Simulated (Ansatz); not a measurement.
**Run report: Ru, single-point calculation**

Ru (Cmcm, 2 atoms in the cell), computed with DFT PBE, scalar-relativistic, plane waves, PAW, no spin polarisation (Ansatz 0.2.0).

The structure derives from an entry of the Crystallography Open Database. It belongs to a series of runs on one base structure; here: atom 1 (Ru) moved by (+0.000, +0.225) A along x and y. Figures and captions count atoms from 1; the log counts them from 0 in places.

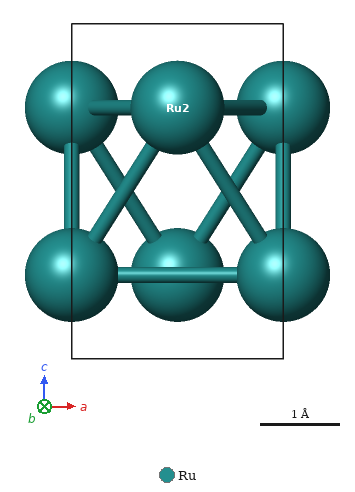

*The structure as given in the input (ball-and-stick view of the cell 2 times as large as that of the calculation, set on its symmetry axes, along the b axis; atoms are numbered from 1 in the order of the input). An atom can appear more than once, as a periodic image.*

The input:
```yaml
crystal:
  lattice:
    - [2.7057993342, 0.0, 0.0]
    - [-1.3528996671, 2.343290961, 0.0]
    - [0.0, 0.0, 4.2819]
  atoms:
    - { symbol: Ru, position: [0.3813427363, 0.7626854726, 0.25] }
    - { symbol: Ru, position: [0.6666666667, 0.3333333333, 0.75] }
basis:
  ecutwfc: 420
kpoints:
  mp_grid: { grid: [24, 24, 12] }
hamiltonian:
  xc: pbe
scf:
  occupations: { method: gaussian, width: 0.15 }
output:
  forces: true
  stress: true
  eigenvalues: true
  write_density: true
  write_potential: true
  elf: true
  volumetric_format: npy
```

Run on 1 thread of Intel Xeon (Sapphire Rapids), 32 GiB of memory available, shared host.

Launched with:
```bash
ansatz run input.yaml --threads 1 --pin off --max-ram 2560MiB --backend cpu --events-out ev --progress --plain --runs-dir out
```

Log:
```
Engine: ansatz 0.2.0, x86_64-unknown-linux-gnu
Pseudopotentials: kind: paw
Pseudopotential: Ru, paw, valence charge 16, recommended cutoff 420 eV (normal), Ru.paw.azcp
Functional definition: PBE
  parameter kappa = 0.804
  parameter beta = 0.06672455060314922
  exchange = pbe_x(kappa = kappa, mu = beta*pi^2/3)
  correlation = pbe_c(beta = beta)
Crystal: 2 atoms, lattice volume = 27.149 Å³
Basis set: ecut = 420 eV, 537 PW (Γ), exchange–correlation on 40×40×60 points (8 copies of the dense FFT grid, shifted against one another)
Bands: 20, of which v1, the nominal top of the filled ones, is band 16 counted from 1 (15 counted from 0)
Symmetry: 8 space group operations
Space group: Cmcm (ITA 63), of the structure as read, at distance tolerance 3.0e-5 Å
k-points: 1099 of 6912
Non-local potential: Ru, projectors of the file, l = 0: 3, l = 1: 2, l = 2: 2, l = 3: 1
PAW form: soft (Blöchl's): semilocal exchange-correlation on the pseudo side does not see the compensation charge
PAW one-centre angular grid: Ru, 590 points (default); XC on 64 Gauss nodes
Initial density: superposition of atomic densities (neutral atoms: chi_scale 0, normalization atom), corrected by the library's trained network
Initial wavefunctions: pseudopotential atomic-orbital guess
Functional: x = pbe(κ = 0.804, μ = 0.2195149727645171), c = pbe(β = 0.06672455060314922)
SCF iter   1: F=—  HF=-11757.206872 eV  |F-HF|=—  |Δ(HF+E_count)|=         —  Δρ=6.97e-3  dr2=2.77e-3  ethr=1.77e-3  ⟨swp⟩=5.0  Hψ=85071  notcnv=0
preconditioner: auto → none  [metal: Δε(μ)=0.001 eV  Ē_g=5.838 eV  σ=0.150 eV  W_gap=0.00  n_scr=8 (ndim 8)  ℏωp=28.5 eV  f_vac=0.000  D(μ)=1.81/eV (n_scr^D=22)  sad-step TF]
SCF iter   2: F=—  HF=-11757.208890 eV  |F-HF|=—  |Δ(HF+E_count)|=   2.02e-3  Δρ=3.95e-3  dr2=8.99e-4  ethr=8.65e-6  ⟨swp⟩=2.0  Hψ=46240  notcnv=0
SCF iter   3: F=—  HF=-11757.209820 eV  |F-HF|=—  |Δ(HF+E_count)|=   9.30e-4  Δρ=2.87e-4  dr2=8.60e-6  ethr=2.81e-6  ⟨swp⟩=2.4  Hψ=29738  notcnv=0
SCF iter   4: F=—  HF=-11757.209786 eV  |F-HF|=—  |Δ(HF+E_count)|=   3.35e-5  Δρ=1.01e-4  dr2=6.90e-7  ethr=2.69e-8  ⟨swp⟩=2.0  Hψ=39559  notcnv=0
iter 5 did not close the SCF: its close was put off for the readings that it lacked (scf_convergence_deferred on its scf_iter line)
SCF iter   5: F=-11757.209786 eV  HF=-11757.209787 eV  |F-HF|=1.10e-8  |Δ(HF+E_count)|=   4.83e-7  Δρ=1.89e-5  dr2=3.62e-8  ethr=2.16e-9  ⟨swp⟩=2.3  Hψ=36819  notcnv=0
SCF iter   6: F=-11757.209787 eV  HF=-11757.209787 eV  |F-HF|=1.75e-9  |Δ(HF+E_count)|=   2.84e-9  Δρ=3.90e-6  dr2=2.37e-9  ethr=1.13e-10  ⟨swp⟩=5.5  Hψ=138675  notcnv=0
SCF 1 converged in 6 iterations: F = -11757.209787 eV  dr2 = 2.37e-9
  greatest PAW one-centre occupation: 0.998 electrons in one spin orbital (limit 2), on the Ru atom at site 1 (counted from 0), in its partial waves of l = 0
```

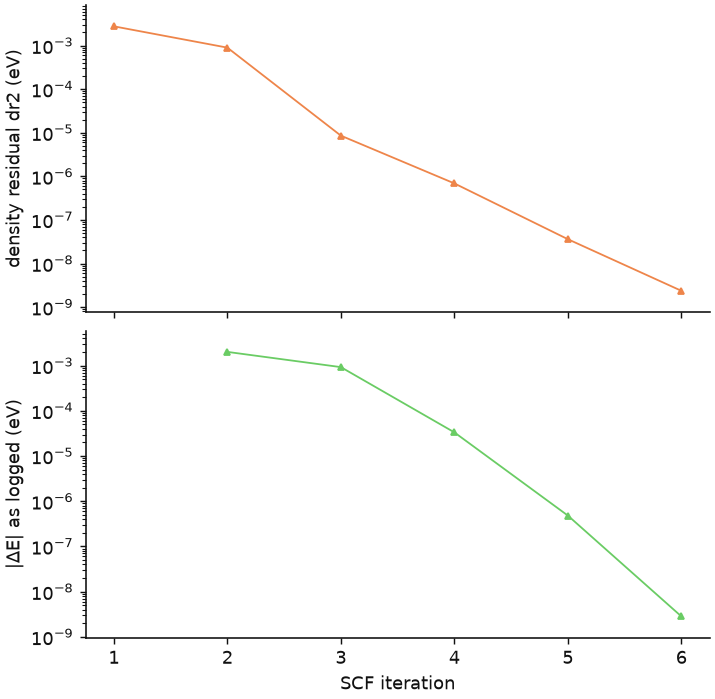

*Convergence of the self-consistent field: density residual dr2 and size of the energy change against the SCF iteration.*

The residual falls at every step.

```
SCF converged after 6 iterations
Free energy (F): -11757.209787 eV
Harris-Foulkes:  -11757.209787 eV  (|F-HF|=1.75e-9)
Internal energy: -11757.189399 eV  (E = F + TS)
E sigma→0 (E₀):  -11757.199593 eV
Entropy (-TS):   -0.020387 eV (-10.194 meV/atom)
Fermi energy:    23.572544 eV
--- Per-component energies (eV) ---
  E_band       = -105.627622
  E_kinetic    = 1029.508528
  E_local      = -2521.232405  (includes V_loc(G=0)·N_el)
  E_nonlocal   = 686.288938
  E_hartree    = 811.143218
  E_xc         = -381.534792
  E_vxc        = -479.052202  (∫ρ·V_xc dr)
  E_paw        = -6921.543699  (= ΣΔE_a)
  E_vpaw       = -443.424368  (= ΣTr[D̂ρ^β])
  E_aug_tail   = -0.000341  (compensation charges beyond the density's cutoff)
  E_ewald      = -4459.818845
  E_smearing   = -0.020387  (= −TS)
  E_closure    = -0.000000  (closes the sum)
  Σ components = -11757.209787   (vs F -11757.209787, Δ=0.00e0)
--- Forces (eV/Å), atoms counted from 1 ---
  atom   1  Ru     0.00000000    -1.44305519     0.00000000
  atom   2  Ru     0.00000000     1.44305519     0.00000000
  max |Σ_I F_I| component: 0.00e0 eV/Å
--- Stress (GPa, compression-positive) ---
        2.353880       0.000000       0.000000
        0.000000       9.518697       0.000000
        0.000000       0.000000       9.443108
  P = ⅓ Tr σ = 7.1052 GPa (71.052 kbar)
--- Band table (eV; the first three rows and the last of 1099) ---
  k-point 0: bands = ["-49.5983", "-49.3790", "-20.1315", "-19.2112", "-19.0618", "-18.9943", "-18.9644", "-18.9108", "15.5510", "17.3565", "20.7368", "20.8931", "21.1025", "21.4018", "21.6362", "22.0508", "22.8787", "23.9334", "24.8297", "25.2908"]
  k-point 1: bands = ["-49.5946", "-49.3828", "-20.1122", "-19.2091", "-19.0606", "-18.9955", "-18.9682", "-18.9306", "15.6293", "17.3797", "20.7078", "20.8479", "21.0507", "21.3500", "21.7532", "22.0039", "22.9705", "23.9839", "24.5663", "25.2484"]
  k-point 2: bands = ["-49.5838", "-49.3940", "-20.0552", "-19.2051", "-19.0572", "-18.9988", "-18.9861", "-18.9792", "15.8578", "17.4440", "20.6287", "20.7756", "20.9305", "21.2168", "21.8720", "22.0333", "23.2056", "23.8920", "24.1085", "25.1208"]
  k-point 1098: bands = ["-49.3832", "-49.3832", "-19.8035", "-19.8035", "-19.5225", "-19.5225", "-19.1317", "-19.1317", "18.3783", "18.3783", "20.0151", "20.0151", "20.3849", "20.3849", "22.4068", "22.4068", "25.2116", "25.2116", "28.7087", "28.7087"]
```

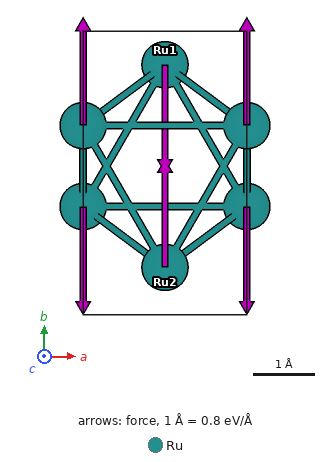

*Forces on the atoms as pink arrows (ball-and-stick view of the cell 2 times as large as that of the calculation, set on its symmetry axes, along the c axis; atoms are numbered from 1 in the order of the input).*

The largest act on Ru1, Ru2 (1.44 eV/Å). The geometry is not a stationary point of this energy.

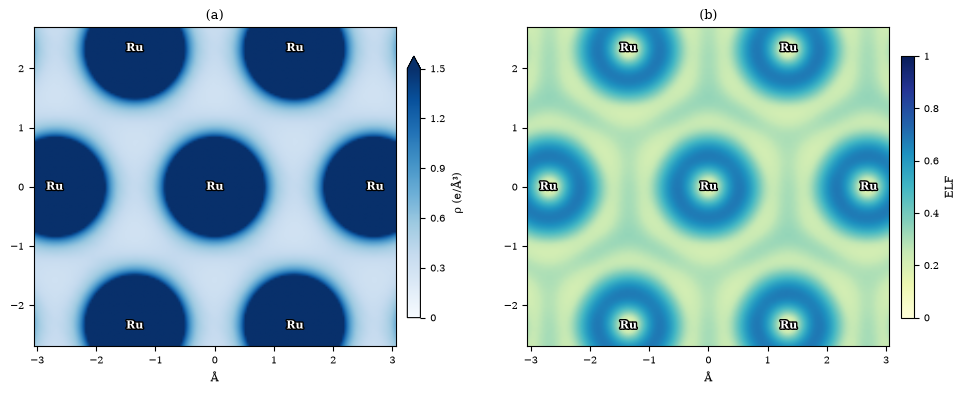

*(a) valence electron density; (b) ELF on the (001) plane of the conventional cell.*

Atoms in the plane: Ru. Ru–Ru (2.71 Å): ρ at the midpoint is about 0.38 e/Å³; the ELF is about 0.30 at the midpoint (no shared electron pair). Away from the nuclei the density in this plane falls to 0.3 e/Å³ at its lowest. The strong features right at Ru lie inside the PAW spheres (semicore, d or f shells) and say nothing about bonding. In a PAW calculation such maps are meaningful between the atoms, not at the nuclei.

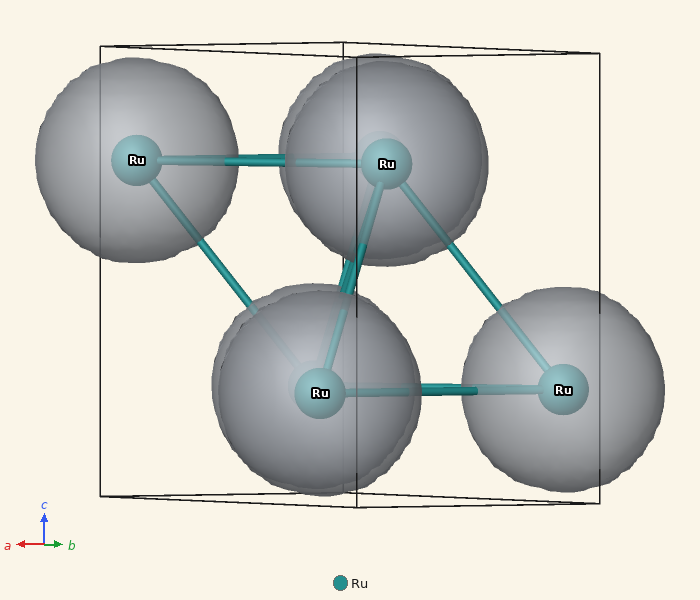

*Isosurface of the valence charge density (pseudo) at 0.8 e/Å³ (grey), seen at an oblique angle. Sticks mark near contacts. The outline is the cell set on symmetry axes.*

At this value the density breaks into separate islands; it holds about 75 % of the electrons treated as valence (semicore included). It is pinched off along the Ru–Ru (2.52 Å) and Ru–Ru (2.71 Å) contacts. On the grid the lowest density along these lines, outside the cores, is 0.54 e/Å³ (Ru–Ru, 2.52 Å) and 0.38 e/Å³ (Ru–Ru, 2.71 Å).

Results in brief:

| quantity | value |
| --- | --- |
| outcome | converged |
| space group (tolerance 0.01 Å) | Cmcm (63) |
| electrons treated | 32 |
| free energy | −11757.2098 eV |
| Fermi energy | 23.573 eV |
| gap on the k-point mesh | none (metallic) |
| pressure | 7.11 GPa |
| largest force (length of the vector) | 1.443 eV/Å |
| wall time | 23 s |
| peak memory | 0.74 GiB |
